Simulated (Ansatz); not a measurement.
SiO2

```
CELL_PARAMETERS angstrom
8.44706 0.00000 0.00000
0.00000 8.44706 0.00000
0.00000 0.00000 8.44706
ATOMIC_POSITIONS crystal
Si 0.64125 0.14125 0.35875
Si 0.14125 0.64125 0.85875
Si 0.14125 0.14125 0.14125
Si 0.64125 0.64125 0.64125
Si 0.85875 0.35875 0.14125
Si 0.35875 0.85875 0.64125
Si 0.35875 0.35875 0.35875
Si 0.85875 0.85875 0.85875
Si 0.35875 0.64125 0.14125
Si 0.85875 0.14125 0.64125
Si 0.35875 0.14125 0.85875
Si 0.85875 0.64125 0.35875
Si 0.14125 0.85875 0.35875
Si 0.64125 0.35875 0.85875
Si 0.14125 0.35875 0.64125
Si 0.64125 0.85875 0.14125
O 0.50000 0.25000 0.43023
O 0.00000 0.75000 0.93023
O 0.43023 0.50000 0.25000
O 0.93023 0.00000 0.75000
O 0.00000 0.25000 0.56977
O 0.50000 0.75000 0.06977
O 0.43023 0.00000 0.75000
O 0.93023 0.50000 0.25000
O 0.25000 0.06977 0.00000
O 0.75000 0.56977 0.50000
O 0.75000 0.25000 0.25000
O 0.25000 0.75000 0.75000
O 0.56977 0.00000 0.25000
O 0.06977 0.50000 0.75000
O 0.75000 0.43023 0.00000
O 0.25000 0.93023 0.50000
O 0.00000 0.25000 0.06977
O 0.50000 0.75000 0.56977
O 0.00000 0.75000 0.43023
O 0.50000 0.25000 0.93023
O 0.25000 0.43023 0.50000
O 0.75000 0.93023 0.00000
O 0.25000 0.25000 0.25000
O 0.75000 0.75000 0.75000
O 0.06977 0.00000 0.25000
O 0.56977 0.50000 0.75000
O 0.25000 0.75000 0.25000
O 0.75000 0.25000 0.75000
O 0.25000 0.25000 0.75000
O 0.75000 0.75000 0.25000
O 0.25000 0.56977 0.00000
O 0.75000 0.06977 0.50000
```

Space group Ia-3; a structure from a database of computed crystals, not necessarily the ambient phase.

Method: DFT r2SCAN, scalar-relativistic, plane waves, PAW in Ansatz 0.2.0.

Core electrons are frozen (PAW), and the valence fields are smoothed inside the atomic spheres.

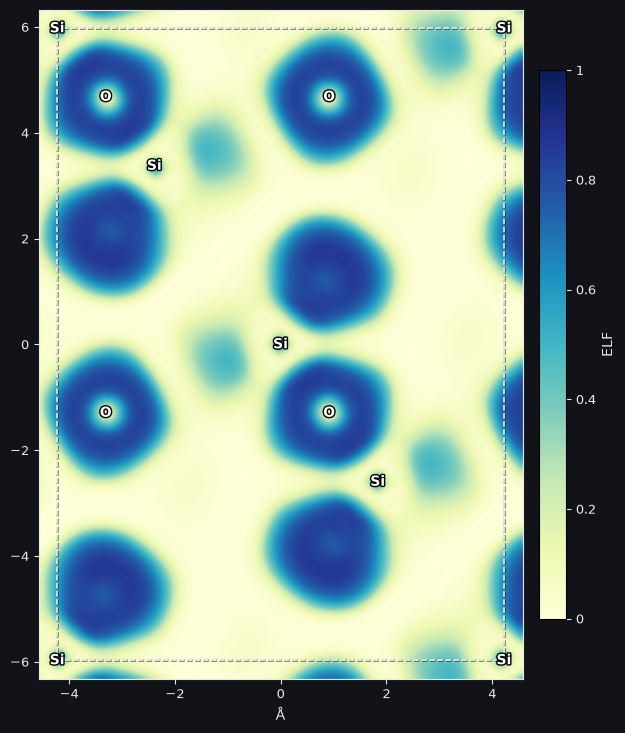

Figure 1. ELF on the (110) plane of the conventional cell.

Interpret the plot.

The plane passes through Si and O nuclei.
Atoms just off the plane (O, 0.4 Å away) can leave unmarked features too.
Si–O (1.59 Å): the ELF peaks at about 0.85 between the atoms: a polar covalent bond.
The ELF also peaks beside O, away from the bonds: lone-pair regions.

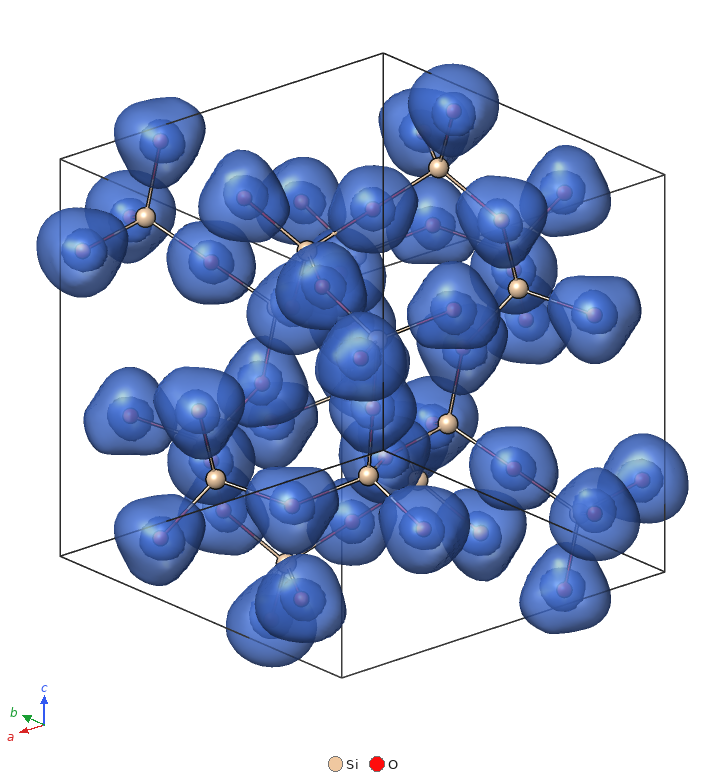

Figure 2. Isosurface of the electron localisation function at 0.75 (blue), seen at an oblique angle. Core shells and regions of very low density are left out. Sticks mark near contacts.

Identify the bonds, lone pairs and shells in this picture.

The surface consists of 32 regions on O in which the atom's valence shell and bonds are merged, counted in one cell of 48 atoms. Regions shared between cells count once.

Does the calculation make it a metal, or give it a gap?

It is gapped, with a Kohn–Sham gap of 6.6 eV on the k-point mesh (the band edges may lie off the mesh, which would make the gap smaller).
